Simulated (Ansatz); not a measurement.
K8Nb8O23 (cell with a defect)

Input

```
crystal:
  lattice:
    - [0.0, 0.0, -8.4411726372]
    - [7.9861652675, 0.0, -4.2205863186]
    - [0.0, -7.9861652675, -4.2205863186]
  atoms:
    - { symbol: K, position: [0.4967478788, 0.25, 0.25] }
    - { symbol: K, position: [0.9967478788, 0.25, 0.25] }
    - { symbol: K, position: [0.2467478788, 0.25, 0.75] }
    - { symbol: K, position: [0.7467478788, 0.25, 0.75] }
    - { symbol: K, position: [0.2467478788, 0.75, 0.25] }
    - { symbol: K, position: [0.7467478788, 0.75, 0.25] }
    - { symbol: K, position: [0.4967478788, 0.75, 0.75] }
    - { symbol: K, position: [0.9967478788, 0.75, 0.75] }
    - { symbol: Nb, position: [0.7378540129, 0.0, 0.5] }
    - { symbol: Nb, position: [0.2378540129, 0.0, 0.5] }
    - { symbol: Nb, position: [0.4878540129, 0.0, 0.0] }
    - { symbol: Nb, position: [0.9878540129, 0.0, 0.0] }
    - { symbol: Nb, position: [0.4878540129, 0.5, 0.5] }
    - { symbol: Nb, position: [0.9878540129, 0.5, 0.5] }
    - { symbol: Nb, position: [0.7378540129, 0.5, 0.0] }
    - { symbol: Nb, position: [0.2378540129, 0.5, 0.0] }
    - { symbol: O, position: [0.1387004034, 0.25, 0.5] }
    - { symbol: O, position: [0.6387004034, 0.25, 0.5] }
    - { symbol: O, position: [0.8887004034, 0.25, 0.0] }
    - { symbol: O, position: [0.3887004034, 0.25, 0.0] }
    - { symbol: O, position: [0.8887004034, 0.75, 0.5] }
    - { symbol: O, position: [0.3887004034, 0.75, 0.5] }
    - { symbol: O, position: [0.1387004034, 0.75, 0.0] }
    - { symbol: O, position: [0.6387004034, 0.75, 0.0] }
    - { symbol: O, position: [0.3887004034, 0.0, 0.25] }
    - { symbol: O, position: [0.8887004034, 0.0, 0.25] }
    - { symbol: O, position: [0.1387004034, 0.0, 0.75] }
    - { symbol: O, position: [0.6387004034, 0.0, 0.75] }
    - { symbol: O, position: [0.1387004034, 0.5, 0.25] }
    - { symbol: O, position: [0.6387004034, 0.5, 0.25] }
    - { symbol: O, position: [0.3887004034, 0.5, 0.75] }
    - { symbol: O, position: [0.8887004034, 0.5, 0.75] }
    - { symbol: O, position: [0.7705968015, 0.5, 0.5] }
    - { symbol: O, position: [0.0205968015, 0.5, 0.0] }
    - { symbol: O, position: [0.5205968015, 0.5, 0.0] }
    - { symbol: O, position: [0.0205968015, 0.0, 0.5] }
    - { symbol: O, position: [0.5205968015, 0.0, 0.5] }
    - { symbol: O, position: [0.2705968015, 0.0, 0.0] }
    - { symbol: O, position: [0.7705968015, 0.0, 0.0] }
  host:
    lattice:
      - [3.9930826338, 0.0, 0.0]
      - [0.0, 3.9930826338, 0.0]
      - [0.0, 0.0, 4.2205863186]
    atoms:
      - { symbol: K, position: [0.5, 0.5, 0.5065042423] }
      - { symbol: Nb, position: [0.0, 0.0, 0.0242919742] }
      - { symbol: O, position: [0.5, 0.0, 0.9725991933] }
      - { symbol: O, position: [0.0, 0.5, 0.9725991933] }
      - { symbol: O, position: [0.0, 0.0, 0.4588063969] }
basis:
  ecutwfc: 420
  xc_grid: 2
kpoints:
  mp_grid: { grid: [2, 2, 2], shift: [0.0, 0.0, 0.0] }
hamiltonian:
  xc: pbe
scf:
  occupations: { method: gaussian, width: 0.01 }
output:
  forces: true
  stress: false
  eigenvalues: true
  charged_corrections: { defect_position: [0.2705968, 0.5, 0.5] }
  write_density: true
  write_potential: true
  elf: true
  volumetric_format: npy
relax:
  adjacent_minimum: "off"
  f_tol: 0.025
  max_steps: 45
```

Launched as:

```sh
ansatz run input.yaml --threads 4 --pin off --max-ram 6144MiB --backend cpu --events-out ev --progress --plain --runs-dir out
```

The fields are those of the relaxed geometry.

Theory: Ansatz 0.2.0, DFT PBE, scalar-relativistic, plane waves, PAW.

The density is the valence pseudo-density of a PAW calculation; it isn't the true density close to the nuclei.

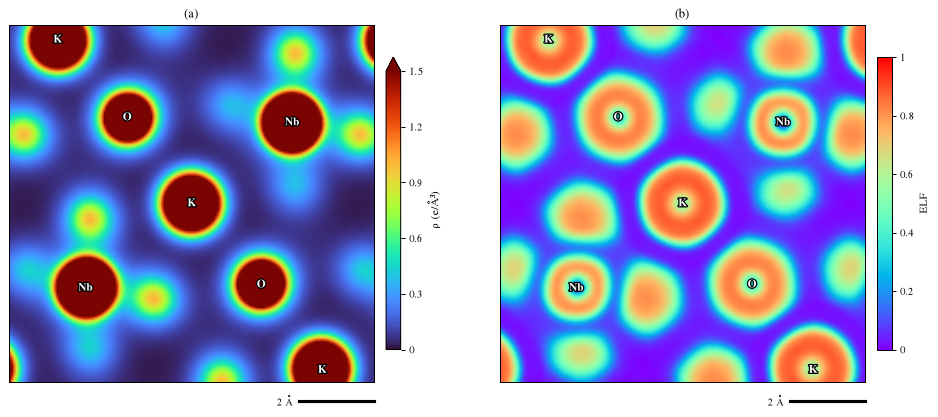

Figure 1. (a) valence charge density (pseudo); (b) ELF on the (100) plane of the calculation cell.

Q: Read the bonding off the picture.

A:
- Atoms in the plane: K, Nb and O.
- Atoms just off the plane (O, 0.7 Å away) can leave unmarked features too.
- K–O (2.79 Å): ρ at the midpoint is about 0.1 e/Å³; the ELF is about 0.05 at the midpoint: no localised pair shows between them.
- K–O (2.86 Å): the density is about 0.09 e/Å³ at the midpoint; the ELF is about 0.05 at the midpoint (no shared electron pair shows on this line).
- Between the atoms the lowest density in this plane is 0.02 e/Å³.
- The features right at K and Nb lie inside the PAW spheres, where the map follows smoothed inner orbitals and isn't to be read closely.

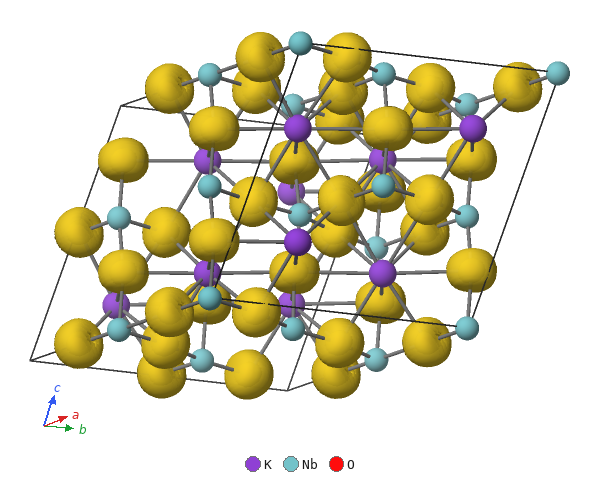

Figure 2. Isosurface of the electron localisation function at 0.75 (yellow), seen at an oblique angle. Only the valence region is drawn (cores and ρ < 0.01 e/Å³ removed). Sticks mark near contacts.

Q: Identify the bonds, lone pairs and shells in this picture.

A: The ELF exceeds this value in 23 regions wrapped around O (the valence shell of each), counted in one cell of 39 atoms. Regions shared between cells count once.


Nb–O (1.84 Å): the ELF peaks at about 0.80 in the valence shell of O, 0.5 Å from its nucleus, and drops to about 0.30 between the two atoms. K–O (2.78 Å): the ELF is about 0.05 at the midpoint; no shared electron pair shows on this line.

Q: Metal or insulator at this level of theory?

A: It is gapless in this calculation (a metal or semimetal).
